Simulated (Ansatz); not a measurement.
# Be₃Se₂: what the fields show

The calculation's input:

```
crystal:
  lattice:
    - [7.1952090332, 0.0, 0.0]
    - [-3.5976045166, 6.2312338083, 0.0]
    - [0.0, 0.0, 3.580793454]
  atoms:
    - { symbol: Be, position: [0.5, 0.0, 0.0] }
    - { symbol: Be, position: [0.0, 0.5, 0.0] }
    - { symbol: Be, position: [0.5, 0.5, 0.0] }
    - { symbol: Se, position: [0.3333333333, 0.6666666667, 0.0] }
    - { symbol: Se, position: [0.6666666667, 0.3333333333, 0.0] }
basis:
  ecutwfc: 420
kpoints:
  mp_grid: { grid: [6, 6, 10] }
hamiltonian:
  xc: pbe
scf:
  occupations: { method: gaussian, width: 0.1 }
output:
  forces: true
  stress: true
  eigenvalues: true
  write_density: true
  write_potential: true
  elf: true
  volumetric_format: npy
relax:
  adjacent_minimum: "off"
  f_tol: 0.01
  max_steps: 80
  cell: { stress_tol: 0.05 }
```

Launched as:

```sh
ansatz run input.yaml --threads 1 --pin off --max-ram 2048MiB --backend cpu --events-out ev --progress --plain --runs-dir out
```

Below, planes, directions and counts refer to the conventional cell (a = 7.19 Å, b = 7.19 Å, c = 3.56 Å, α = 90.00°, β = 90.00°, γ = 120.00°).

The fields are those of the relaxed geometry.

Space group P6/mmm; a structure generated by program, which may or may not match a known phase.

These are results of Ansatz, DFT PBE, scalar-relativistic, plane waves, PAW, not measurements.

The density is the valence pseudo-density of a PAW calculation; it isn't the true density close to the nuclei.

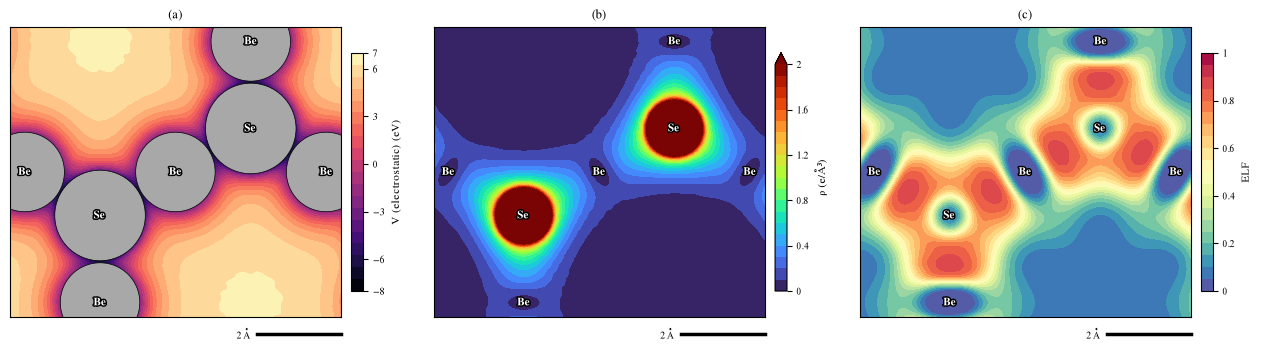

Figure 1. (a) electrostatic potential (local pseudopotential plus Hartree) felt by an electron; (b) valence electron density; (c) ELF on the (001) plane of the conventional cell. Grey discs cover the atomic cores in the potential map.

Question: Describe what can be read from this map.

Answer: The plane passes through Be and Se nuclei. Be–Se (2.08 Å): ρ is about 0.73 e/Å³ halfway; the ELF peaks at about 0.90 between the atoms. Between the atoms the lowest density in this plane is 0.003 e/Å³. Outside the cores the potential energy rises away from the atoms and is highest about 3.6 Å from the nearest atoms; its zero is arbitrary.

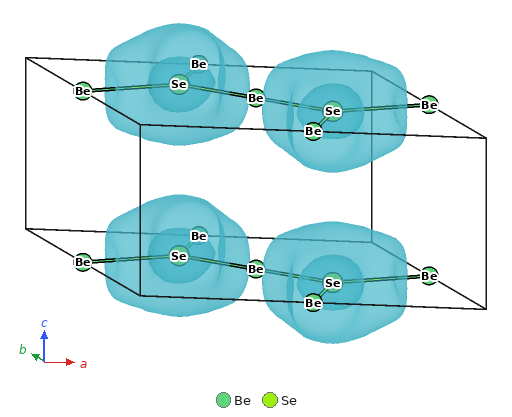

Figure 2. Isosurface of the electron localisation function at 0.7 (cyan), seen slightly off an axis. Core shells and regions of very low density are left out. Sticks mark near contacts.

Question: Describe the localisation domains.

Answer: The surface consists of two regions wrapped around Se (the valence shell of each), counted in one cell of 5 atoms. Regions shared between cells count once.

Question: Metal or insulator at this level of theory?

Answer: It is gapless in this calculation (a metal or semimetal).
